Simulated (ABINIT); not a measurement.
This input was run:

```
# Datasets: ground state, then fixed potential
ndtset 2

# Pseudopotentials
pp_dirpath "./"
pseudos "Eu.GGA_PBE-ansatz.xml, O.GGA_PBE-ansatz.xml"

# Structure
acell 3*1.0 Angstrom
rprim
     0.0000000000     2.5719500000     2.5719500000
     2.5719500000     0.0000000000     2.5719500000
     2.5719500000     2.5719500000     0.0000000000
ntypat 2
znucl 63 8
natom 2
typat 1 2
xred
     0.0000000000     0.0000000000     0.0000000000
     0.5000000000     0.5000000000     0.5000000000

# Plane-wave basis
ecut 517.016339 eV
pawecutdg 38.0

# Exchange and correlation
ixc -497498
usekden 1
pawxcdev 0

# Bands and occupations
occopt 3
tsmear 0.05 eV

# Spin
nsppol 2
spinat
     0.0000000000     0.0000000000     7.0000000000
     0.0000000000     0.0000000000     0.0000000000

# SCF cycle
nstep 100

# Output
iomode 3
prtwf 0
prteig 0
prtebands 0
enunit 1
prtden1 1
prtkden1 1

# Dataset 1
kptopt1 1
ngkpt1 9 9 9
nshiftk1 1
shiftk1 0.0 0.0 0.0
nband1 21
tolvrs1 1.0e-7

# Dataset 2: bands along G-X-W-K-G-L-U-W-L-K
iscf2 -2
getden2 1
getkden2 1
nband2 27
nbdbuf2 4
tolwfr2 1.0e-11
kptopt2 -9
ndivsm2 6
prteig2 1
kptbounds2
     0.0000000000     0.0000000000     0.0000000000
     0.5000000000     0.0000000000     0.5000000000
     0.5000000000     0.2500000000     0.7500000000
     0.3750000000     0.3750000000     0.7500000000
     0.0000000000     0.0000000000     0.0000000000
     0.5000000000     0.5000000000     0.5000000000
     0.6250000000     0.2500000000     0.6250000000
     0.5000000000     0.2500000000     0.7500000000
     0.5000000000     0.5000000000     0.5000000000
     0.3750000000     0.3750000000     0.7500000000
```

System: rocksalt EuO, space group Fm-3m (No. 225), 2 atoms in the primitive cell.

Computed with ABINIT: r2SCAN, Ansatz PAW PBE default generated set, frozen core, collinear spin, ferromagnetic start, no spin-orbit coupling, 9×9×9 k mesh, 517 eV cutoff, Fermi-Dirac smearing of 0.05 eV.

Predict the main features of the band structure. The path is Γ–X–W–K–Γ–L–U–W–L–K.

A metal: bands cross the Fermi level along this path. At U the nearest levels lie 0.25 eV below and 0.86 eV above the Fermi level. 3 bands within 1.5 eV of the Fermi level are narrower than 0.3 eV along the path; they lie between −0.6 and −0.3 eV and signal localised states.

The run ends ferromagnetic, with 6.99 μB a cell. The PAW data sets were made with another functional. A cell with one magnetic atom can't hold antiferromagnetic order, which such compounds often take. Without U or exact exchange the open f shell lies at the Fermi level, which spoils levels, moments and volumes. Spin-orbit coupling is left out, which matters for Eu. The cell is at −5 GPa in this functional. Bands are joined in order of energy, so crossings between the computed points show as kinks or gaps.

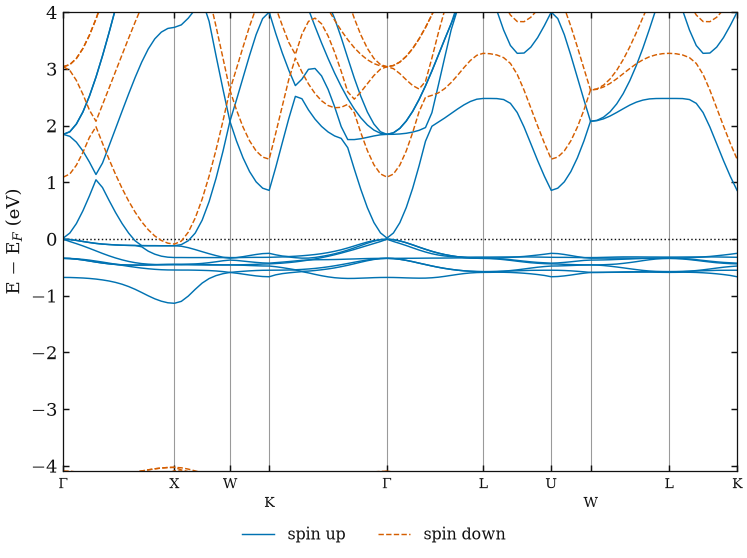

Band structure. Energies are counted from the Fermi level. The path runs straight from each named point to the next.
